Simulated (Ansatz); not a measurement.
Geometry relaxation of BP (part 1 of 3)

BP (slab, 16 atoms in the cell), computed with DFT PBEsol, scalar-relativistic, plane waves, PAW, no spin polarisation (Ansatz 0.2.0).

The structure derives from an entry of the Crystallography Open Database. The input holds or restrains some coordinates. Forces given for the steps count only the free coordinates. It belongs to a series of runs on one base structure; here: upper atoms moved at random (sigma 0.25 Å), then relaxed. Figures and captions count atoms from 1; the log counts them from 0 in places.

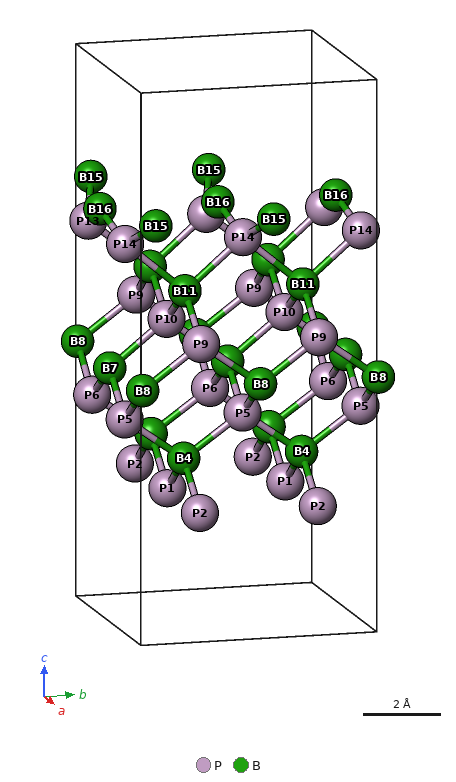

Fig. 1: The input geometry (ball-and-stick view of the 1 × 2 repeat of the cell, with the vacuum cut short, seen slightly off an axis; atoms are numbered from 1 in the order of the input). An atom can appear more than once, as a periodic image. Near neighbours in the periodic cell (some may lie outside the picture): P has 2 B at 1.96 Å; B has 4 P at 1.87 to 2.14 Å; P has 4 B at 1.63 to 2.14 Å; B has 2 P at 1.63 to 1.97 Å.

## Key numbers

```csv
quantity,value
outcome,converged under the restraints of the input
electrons treated,64
free energy,−7138.6723 eV
"work function, top face",5.44 eV
"work function, bottom face",6.24 eV
Fermi energy,0.161 eV
gap on the k-point mesh,none (metallic)
final volume,468.10 Å³
work function (upper face),5.44 eV
"largest force (length of the vector) at the end, held atoms and coordinates included",0.069 eV/Å
hardware,"2 threads of Intel Xeon (Granite Rapids), 192 GiB of memory available, shared host"
wall time,68 s (CPU time 2.2 min)
peak memory,0.88 GiB
```

## Notes

The electronic state found may not be the lowest one. Notes on the run: the exchange-correlation potential is rough where the density is thin.

## Input file
```yaml
crystal:
  lattice:
    - [6.3924896613, 0.0, 0.0]
    - [0.0, 3.1962448307, 0.0]
    - [0.0, 0.0, 22.9103023793]
  atoms:
    - { symbol: P, position: [0.5, 0.5, 0.3273636409] }
    - { symbol: P, position: [0.0, 0.5, 0.3273636409] }
    - { symbol: B, position: [0.25, 0.5, 0.3766883149] }
    - { symbol: B, position: [0.75, 0.5, 0.3766883149] }
    - { symbol: P, position: [0.75, 0.0, 0.4260129889] }
    - { symbol: P, position: [0.25, 0.0, 0.4260129889] }
    - { symbol: B, position: [0.5091287761, 0.0060603623, 0.4720178258] }
    - { symbol: B, position: [-0.0054931638, 0.0171241828, 0.4735219087] }
    - { symbol: P, position: [0.0026189175, 0.5094850405, 0.524428087] }
    - { symbol: P, position: [0.5077930687, 0.4890323233, 0.5254563522] }
    - { symbol: B, position: [0.7580579689, 0.5065330177, 0.5724444576] }
    - { symbol: B, position: [0.2504813776, 0.4916377813, 0.5718208307] }
    - { symbol: P, position: [0.2523864383, -0.0340219877, 0.6294307181] }
    - { symbol: P, position: [0.7414515912, 0.0081617856, 0.6300771042] }
    - { symbol: B, position: [0.0162384516, 0.1172063419, 0.6661608333] }
    - { symbol: B, position: [0.4870084667, -0.0649452437, 0.657184363] }
basis:
  ecutwfc: 420
kpoints:
  mp_grid: { grid: [4, 8, 1] }
hamiltonian:
  xc: pbesol
scf:
  occupations: { method: gaussian, width: 0.05 }
output:
  forces: true
  eigenvalues: true
  write_density: true
  write_potential: true
  elf: true
  volumetric_format: npy
relax:
  adjacent_minimum: "off"
  f_tol: 0.02
  max_steps: 90
  constraints: [{ sites: [0, 1, 2, 3, 4, 5] }]
efield:
  axis: 3
  dipole_correction: true
  ramp_width: 0.04
```

Run as:
```bash
ansatz run input.yaml --threads 2 --pin off --max-ram 5120MiB --backend cpu --events-out ev --progress --plain --runs-dir out
```

## Log
```
Engine: ansatz 0.2.0, x86_64-unknown-linux-gnu
Pseudopotentials: kind: paw
Pseudopotential: P, paw, valence charge 5, recommended cutoff 420 eV (normal), P.paw.azcp
Pseudopotential: B, paw, valence charge 3, recommended cutoff 420 eV (normal), B.paw.azcp
Functional definition: PBEsol
  exchange = pbesol_x
  correlation = pbesol_c
Crystal: 16 atoms, lattice volume = 468.102 Å³
Basis set: ecut = 420 eV, 9147 PW (Γ), exchange–correlation on 90×48×320 points (8 copies of the dense FFT grid, shifted against one another)
Bands: 48, of which v1, the nominal top of the filled ones, is band 32 counted from 1 (31 counted from 0)
Symmetry: 1 space group operations
Space group: P1 (ITA 1), of the structure as read, at distance tolerance 7.8e-5 Å
k-points: 18 of 32 (time reversal used)
Non-local potential: P, projectors of the file, l = 0: 2, l = 1: 2, l = 2: 2
Non-local potential: B, projectors of the file, l = 0: 2, l = 1: 2, l = 2: 1
PAW form: soft (Blöchl's): semilocal exchange-correlation on the pseudo side does not see the compensation charge
PAW frozen core: P, regenerated for the run's functional, and the local potential with it (the file was generated under x = pbe(κ = 0.804, μ = 0.2195149727645171), c = pbe(β = 0.06672455060314922))
PAW frozen core: B, regenerated for the run's functional, and the local potential with it (the file was generated under x = pbe(κ = 0.804, μ = 0.2195149727645171), c = pbe(β = 0.06672455060314922))
PAW one-centre angular grid: P, 110 points (default); XC on 64 Gauss nodes
PAW one-centre angular grid: B, 110 points (default); XC on 64 Gauss nodes
Initial density: superposition of atomic densities (neutral atoms: chi_scale 0, normalization atom), corrected by the library's trained network
Initial wavefunctions: pseudopotential atomic-orbital guess
Functional: x = pbesol(κ = 0.804, μ = 0.12345679012345678), c = pbesol(β = 0.046)
SCF iter   1: F=—  HF=-7137.550509 eV  |F-HF|=—  |Δ(HF+E_count)|=         —  Δρ=5.75e-3  dr2=9.00e-1  ethr=1.77e-3  p=0.104 e·Å  D=4.04e-2 V/Å  ΔV_dip=-0.93 eV  dr2_dipole=3.48e-1  V_vac-E_F(+/−)=5.14/6.06 eV  ⟨swp⟩=9.6  Hψ=5522  notcnv=0  defer=78
efield: sawtooth ramp at fractional position 0.9768 (placed from the atoms, in the widest stretch of the axis that holds none; the zero of the levels goes with the place), width 0.0400; the density the first Hamiltonian is built on has a dipole p = 0.104 e·Å; the dipole correction subtracts the counter field D = 4.04e-2 V/Å, which shifts the + side's vacuum level by -0.93 eV against the − side's; the planar-averaged density in the ramp window peaks in size at 2.5e-5 e/Å³
preconditioner: auto → LDOS  [insulator: Δε(μ)=0.059 eV  Ē_g=9.692 eV  σ=0.050 eV  W_gap=0.60  n_scr=40 (ndim 8)  ℏωp=13.7 eV  f_vac=0.509  D(μ)=4.80/eV (n_scr^D=22)  ε∞_Penn≈3.0  β→1.0]
SCF iter   2: F=—  HF=-7137.492904 eV  |F-HF|=—  |Δ(HF+E_count)|=   5.76e-2  Δρ=3.62e-3  dr2=3.34e-1  ethr=1.41e-3  p=0.142 e·Å  D=5.50e-2 V/Å  ΔV_dip=-1.26 eV  dr2_dipole=1.34e-1  V_vac-E_F(+/−)=5.05/6.31 eV  ⟨swp⟩=3.2  Hψ=1598  notcnv=0  defer=189
SCF iter   3: F=—  HF=-7137.467019 eV  |F-HF|=—  |Δ(HF+E_count)|=   2.59e-2  Δρ=7.22e-4  dr2=6.35e-3  ethr=5.22e-4  p=0.130 e·Å  D=5.03e-2 V/Å  ΔV_dip=-1.15 eV  dr2_dipole=8.53e-4  V_vac-E_F(+/−)=5.10/6.25 eV  ⟨swp⟩=3.1  Hψ=1246  notcnv=0  defer=190
SCF iter   4: F=—  HF=-7137.466177 eV  |F-HF|=—  |Δ(HF+E_count)|=   8.42e-4  Δρ=2.41e-4  dr2=6.80e-4  ethr=9.93e-6  p=0.132 e·Å  D=5.10e-2 V/Å  ΔV_dip=-1.17 eV  dr2_dipole=1.61e-5  V_vac-E_F(+/−)=5.10/6.27 eV  ⟨swp⟩=2.0  Hψ=1466  notcnv=0  defer=190
SCF iter   5: F=—  HF=-7137.466161 eV  |F-HF|=—  |Δ(HF+E_count)|=   1.54e-5  Δρ=8.91e-5  dr2=1.84e-4  ethr=1.06e-6  p=0.133 e·Å  D=5.13e-2 V/Å  ΔV_dip=-1.18 eV  dr2_dipole=5.66e-5  V_vac-E_F(+/−)=5.10/6.28 eV  ⟨swp⟩=2.0  Hψ=1050  notcnv=0  defer=190
SCF iter   6: F=—  HF=-7137.466162 eV  |F-HF|=—  |Δ(HF+E_count)|=   1.80e-7  Δρ=3.89e-5  dr2=4.21e-5  ethr=2.88e-7  p=0.133 e·Å  D=5.13e-2 V/Å  ΔV_dip=-1.18 eV  dr2_dipole=9.82e-6  V_vac-E_F(+/−)=5.11/6.28 eV  ⟨swp⟩=2.3  Hψ=1044  notcnv=0  defer=190
SCF iter   7: F=-7137.466153 eV  HF=-7137.466161 eV  |F-HF|=7.80e-6  |Δ(HF+E_count)|=   6.19e-7  Δρ=1.55e-5  dr2=6.91e-6  ethr=1.56e-8  p=0.133 e·Å  D=5.14e-2 V/Å  ΔV_dip=-1.18 eV  dr2_dipole=2.36e-6  V_vac-E_F(+/−)=5.11/6.28 eV  ⟨swp⟩=27.0  Hψ=10588  notcnv=0
SCF 1 converged in 7 iterations: F = -7137.466153 eV  dr2 = 6.91e-6
  greatest PAW one-centre occupation: 0.809 electrons in one spin orbital (limit 2), on the P atom at site 0 (counted from 0), in its partial waves of l = 0
relax step   1: F+E_penalty+E_count = -7137.46615319 eV  Δ(F+E_penalty+E_count) = +0.000e0 eV  max|allowed force component| = 4.431e0 eV/Å  Δτ_max = 0.0000 Å  (7 SCF iters, dr2 threshold 1.00e-5 eV, accepted)
Initial density: handed on by an earlier stage of this run
Initial wavefunctions: those handed on with the density
iter 1 solved again at ethr=1.11e-3 eV; its pass at ethr=3.10e-3 eV (dr2=7.08e-1 eV) is discarded
SCF iter   1: F=—  HF=-7138.344708 eV  |F-HF|=—  |Δ(HF+E_count)|=         —  Δρ=8.29e-3  dr2=7.20e-1  ethr=1.11e-3  p=0.133 e·Å  D=5.14e-2 V/Å  ΔV_dip=-1.18 eV  dr2_dipole=2.31e-3  V_vac-E_F(+/−)=5.10/6.27 eV  ⟨swp⟩=1.6  Hψ=3467  notcnv=0  defer=153
efield: sawtooth ramp at fractional position 0.9768 (handed on by an earlier solve), width 0.0400; the density the first Hamiltonian is built on has a dipole p = 0.133 e·Å; the dipole correction subtracts the counter field D = 5.14e-2 V/Å, which shifts the + side's vacuum level by -1.18 eV against the − side's; the planar-averaged density in the ramp window peaks in size at 2.6e-7 e/Å³
preconditioner: auto → LDOS  [insulator: Δε(μ)=0.068 eV  Ē_g=9.724 eV  σ=0.050 eV  W_gap=0.59  n_scr=40 (ndim 8)  ℏωp=13.7 eV  f_vac=0.508  D(μ)=5.02/eV (n_scr^D=24)  ε∞_Penn≈3.0  β→1.0]
SCF iter   2: F=—  HF=-7138.260341 eV  |F-HF|=—  |Δ(HF+E_count)|=   8.44e-2  Δρ=3.13e-3  dr2=9.89e-2  ethr=1.11e-3  p=0.122 e·Å  D=4.73e-2 V/Å  ΔV_dip=-1.08 eV  dr2_dipole=1.70e-3  V_vac-E_F(+/−)=5.19/6.28 eV  ⟨swp⟩=2.9  Hψ=1275  notcnv=0  defer=153
SCF iter   3: F=—  HF=-7138.246870 eV  |F-HF|=—  |Δ(HF+E_count)|=   1.35e-2  Δρ=1.17e-3  dr2=2.01e-2  ethr=1.55e-4  p=0.121 e·Å  D=4.68e-2 V/Å  ΔV_dip=-1.07 eV  dr2_dipole=4.64e-4  V_vac-E_F(+/−)=5.19/6.26 eV  ⟨swp⟩=3.0  Hψ=1495  notcnv=0  defer=156
SCF iter   4: F=—  HF=-7138.244000 eV  |F-HF|=—  |Δ(HF+E_count)|=   2.87e-3  Δρ=4.32e-4  dr2=2.82e-3  ethr=3.13e-5  p=0.120 e·Å  D=4.65e-2 V/Å  ΔV_dip=-1.07 eV  dr2_dipole=2.54e-4  V_vac-E_F(+/−)=5.20/6.26 eV  ⟨swp⟩=2.1  Hψ=1262  notcnv=0  defer=156
SCF iter   5: F=—  HF=-7138.243739 eV  |F-HF|=—  |Δ(HF+E_count)|=   2.61e-4  Δρ=1.77e-4  dr2=4.47e-4  ethr=4.41e-6  p=0.120 e·Å  D=4.63e-2 V/Å  ΔV_dip=-1.06 eV  dr2_dipole=9.06e-5  V_vac-E_F(+/−)=5.20/6.26 eV  ⟨swp⟩=2.4  Hψ=1193  notcnv=0  defer=156
SCF iter   6: F=-7138.243637 eV  HF=-7138.243743 eV  |F-HF|=1.06e-4  |Δ(HF+E_count)|=   3.37e-6  Δρ=6.89e-5  dr2=9.84e-5  ethr=1.56e-7  p=0.119 e·Å  D=4.61e-2 V/Å  ΔV_dip=-1.06 eV  dr2_dipole=2.62e-5  V_vac-E_F(+/−)=5.21/6.26 eV  ⟨swp⟩=24.7  Hψ=10940  notcnv=0
SCF iter   7: F=-7138.243724 eV  HF=-7138.243740 eV  |F-HF|=1.51e-5  |Δ(HF+E_count)|=   3.00e-6  Δρ=2.64e-5  dr2=1.48e-5  ethr=1.54e-7  p=0.119 e·Å  D=4.61e-2 V/Å  ΔV_dip=-1.06 eV  dr2_dipole=3.79e-6  V_vac-E_F(+/−)=5.21/6.26 eV  ⟨swp⟩=16.4  Hψ=8601  notcnv=0
SCF 2 converged in 7 iterations: F = -7138.243724 eV  dr2 = 1.48e-5
relax step   2: F+E_penalty+E_count = -7138.24372446 eV  Δ(F+E_penalty+E_count) = -7.776e-1 eV  max|allowed force component| = 2.247e0 eV/Å  Δτ_max = 0.1096 Å  (7 SCF iters, dr2 threshold 1.00e-4 eV, accepted)
iter 1 solved again at ethr=9.03e-4 eV; its pass at ethr=3.10e-3 eV (dr2=5.78e-1 eV) is discarded
SCF iter   1: F=—  HF=-7138.759149 eV  |F-HF|=—  |Δ(HF+E_count)|=         —  Δρ=8.16e-3  dr2=6.07e-1  ethr=9.03e-4  p=0.119 e·Å  D=4.61e-2 V/Å  ΔV_dip=-1.06 eV  dr2_dipole=1.86e-1  V_vac-E_F(+/−)=5.27/6.33 eV  ⟨swp⟩=1.1  Hψ=3969  notcnv=0  defer=124
efield: sawtooth ramp at fractional position 0.9768 (handed on by an earlier solve), width 0.0400; the density the first Hamiltonian is built on has a dipole p = 0.119 e·Å; the dipole correction subtracts the counter field D = 4.61e-2 V/Å, which shifts the + side's vacuum level by -1.06 eV against the − side's; the planar-averaged density in the ramp window peaks in size at 1.7e-7 e/Å³
preconditioner: auto → LDOS  [metal: Δε(μ)=0.010 eV  Ē_g=9.703 eV  σ=0.050 eV  W_gap=0.11  n_scr=40 (ndim 8)  ℏωp=13.7 eV  f_vac=0.505  D(μ)=9.32/eV (n_scr^D=34)  β→1.0]
SCF iter   2: F=—  HF=-7138.716226 eV  |F-HF|=—  |Δ(HF+E_count)|=   4.29e-2  Δρ=5.47e-3  dr2=4.26e-1  ethr=9.03e-4  p=0.099 e·Å  D=3.81e-2 V/Å  ΔV_dip=-0.87 eV  dr2_dipole=2.20e-2  V_vac-E_F(+/−)=5.35/6.23 eV  ⟨swp⟩=2.9  Hψ=1407  notcnv=0  defer=124
SCF iter   3: F=—  HF=-7138.657181 eV  |F-HF|=—  |Δ(HF+E_count)|=   5.90e-2  Δρ=1.61e-3  dr2=3.14e-2  ethr=6.66e-4  p=0.101 e·Å  D=3.90e-2 V/Å  ΔV_dip=-0.89 eV  dr2_dipole=2.33e-3  V_vac-E_F(+/−)=5.36/6.25 eV  ⟨swp⟩=2.0  Hψ=1200  notcnv=0  defer=136
SCF iter   4: F=—  HF=-7138.655146 eV  |F-HF|=—  |Δ(HF+E_count)|=   2.04e-3  Δρ=9.61e-4  dr2=1.55e-2  ethr=4.90e-5  p=0.095 e·Å  D=3.66e-2 V/Å  ΔV_dip=-0.84 eV  dr2_dipole=4.34e-4  V_vac-E_F(+/−)=5.40/6.24 eV  ⟨swp⟩=2.3  Hψ=1466  notcnv=0  defer=158
SCF iter   5: F=—  HF=-7138.653811 eV  |F-HF|=—  |Δ(HF+E_count)|=   1.33e-3  Δρ=4.71e-4  dr2=5.64e-3  ethr=2.42e-5  p=0.092 e·Å  D=3.55e-2 V/Å  ΔV_dip=-0.81 eV  dr2_dipole=1.39e-3  V_vac-E_F(+/−)=5.42/6.24 eV  ⟨swp⟩=2.2  Hψ=1178  notcnv=0  defer=158
SCF iter   6: F=—  HF=-7138.653599 eV  |F-HF|=—  |Δ(HF+E_count)|=   2.12e-4  Δρ=2.55e-4  dr2=1.99e-3  ethr=8.81e-6  p=0.091 e·Å  D=3.51e-2 V/Å  ΔV_dip=-0.80 eV  dr2_dipole=5.53e-4  V_vac-E_F(+/−)=5.43/6.24 eV  ⟨swp⟩=1.0  Hψ=706  notcnv=0  defer=158
SCF iter   7: F=—  HF=-7138.653476 eV  |F-HF|=—  |Δ(HF+E_count)|=   1.23e-4  Δρ=1.21e-4  dr2=3.38e-4  ethr=3.10e-6  p=0.090 e·Å  D=3.49e-2 V/Å  ΔV_dip=-0.80 eV  dr2_dipole=5.14e-5  V_vac-E_F(+/−)=5.44/6.24 eV  ⟨swp⟩=1.6  Hψ=844  notcnv=0  defer=158
SCF iter   8: F=-7138.653371 eV  HF=-7138.653457 eV  |F-HF|=8.61e-5  |Δ(HF+E_count)|=   1.92e-5  Δρ=6.38e-5  dr2=9.62e-5  ethr=1.56e-7  p=0.090 e·Å  D=3.49e-2 V/Å  ΔV_dip=-0.80 eV  dr2_dipole=8.47e-6  V_vac-E_F(+/−)=5.44/6.24 eV  ⟨swp⟩=23.7  Hψ=10673  notcnv=0
SCF 3 converged in 8 iterations: F = -7138.653371 eV  dr2 = 9.62e-5
relax step   3: F+E_penalty+E_count = -7138.65337073 eV  Δ(F+E_penalty+E_count) = -4.096e-1 eV  max|allowed force component| = 4.558e-1 eV/Å  Δτ_max = 0.2000 Å  (8 SCF iters, dr2 threshold 1.00e-4 eV, accepted)
```
